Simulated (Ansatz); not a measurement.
Structure of Mg:

```cif
data_structure
_symmetry_space_group_name_H-M 'Fm-3m'
_symmetry_Int_Tables_number 225
_cell_length_a 4.5313
_cell_length_b 4.5313
_cell_length_c 4.5313
_cell_angle_alpha 90.000
_cell_angle_beta 90.000
_cell_angle_gamma 90.000
_cell_volume 93.04
loop_
_atom_site_label
_atom_site_type_symbol
_atom_site_symmetry_multiplicity
_atom_site_Wyckoff_symbol
_atom_site_fract_x
_atom_site_fract_y
_atom_site_fract_z
_atom_site_occupancy
Mg1 Mg 4 a 0.00000 0.00000 0.00000 1
```

It is based on the input geometry of an electronic-structure calculation (not necessarily at equilibrium); the starting structure was generated, so it need not be a known form of this composition.

### Predict radii and indices of the first 4 visible rings (3 % of the strongest or more) for 200 kV electrons.

```
ring     radius  d (Å)  hkl
   1  3.82 nm⁻¹   2.62  111
   2  4.41 nm⁻¹   2.27  200
   3  6.24 nm⁻¹  1.602  220
   4  7.32 nm⁻¹  1.366  311
```

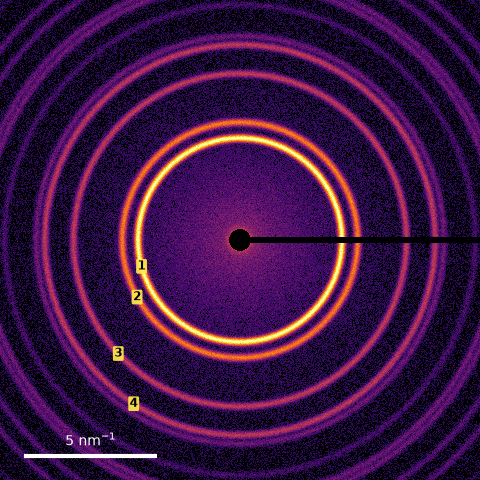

Simulated electron diffraction rings at 200 kV (λ = 0.0251 Å), scale in nm⁻¹ (radius = 1/d), for a fine-grained powder without texture. Kinematic intensities with B = 0.5 Å² for all atoms, without multiple scattering; brightness goes as intensity to the power 0.4, clipped at the top, with counting noise. Reflections closer than the ring width show as one ring. The numbers mark the rings of the table.
